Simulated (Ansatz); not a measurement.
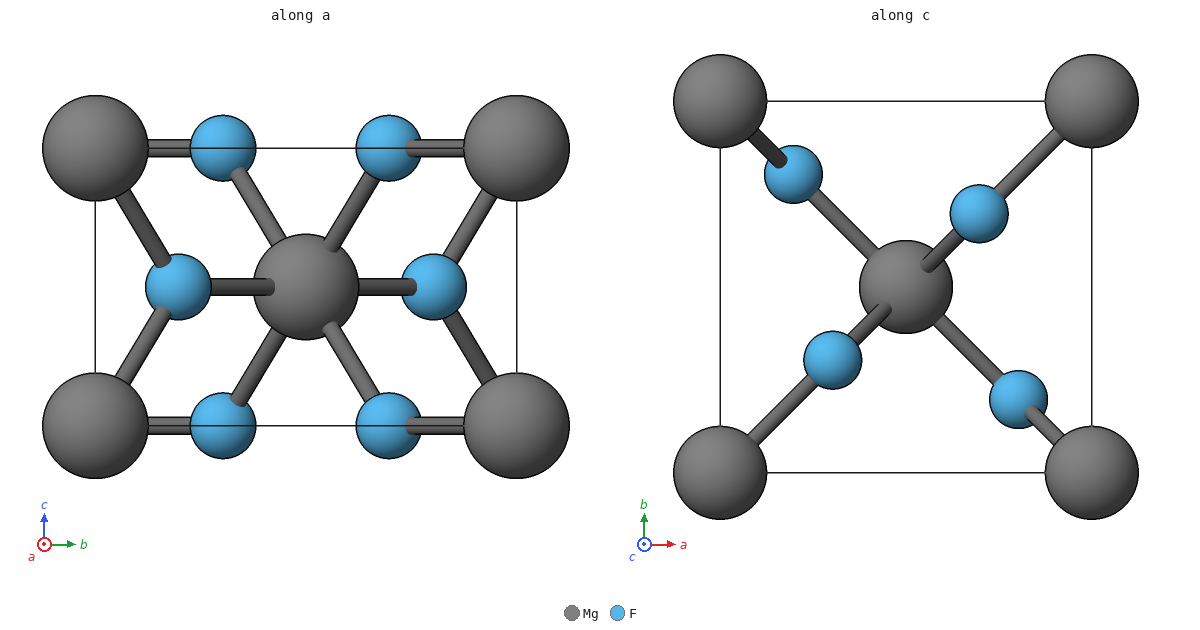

A ball-and-stick rendering, viewed along the a axis and along the c axis. One conventional unit cell is framed, with atoms on its boundary repeated.

MgF2, space group P4_2/mnm (No. 136), a = 4.62 Å, b = 4.62 Å, c = 3.05 Å, α = 90.00°, β = 90.00°, γ = 90.00°.

All computed values are from DFT, PBE, plane waves, PAW in Ansatz 0.2.0. Settings: a basis cut at 420 eV, a 6×6×8 mesh of k-points, Fermi-Dirac smearing of 0.02 eV, no spin polarisation.

Q: What does the calculation say: metal or gapped?

A: An insulator at this level, with a gap of 7.16 eV, direct.

Q: What pressure does the calculation give for this cell?

A: The computed pressure is 4.9 GPa (compressed: it would expand).

The structure was taken from a structure type filled with these elements by a generator (whether the compound takes this form wasn't checked). Earlier steps of the study may have refined or changed the cell and positions. An electronic-structure calculation with Ansatz was run on it.

At this level of theory the cell isn't at rest (compressed, at 5 GPa), so its distances can differ from those at equilibrium, the more so the softer the solid.
